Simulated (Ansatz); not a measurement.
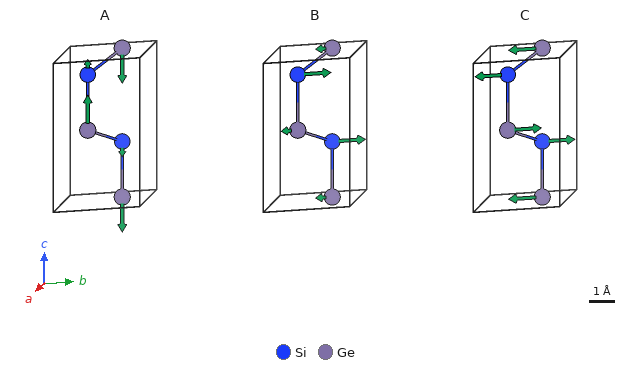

Modes of a crystal of SiGe relaxed at 11 GPa, space group P6₃mc (No. 186), at the zone centre (one member of each degenerate set). Displacements are drawn as green arrows; their common scale and sign are arbitrary. The picture is a ball-and-stick view of the cell of the calculation, seen slightly off an axis.

All numbers below come from DFT PBEsol, scalar-relativistic, plane waves, PAW (Ansatz 0.2.0).

Frequencies are those without the non-analytic (LO–TO) term.

### Which are infrared-active and which Raman-active?

A is B₁, silent by symmetry (neither infrared- nor Raman-active) (252 cm⁻¹). B is E₁, infrared- and Raman-active by symmetry (448 cm⁻¹). C is E₂, Raman-active by symmetry (45 cm⁻¹).
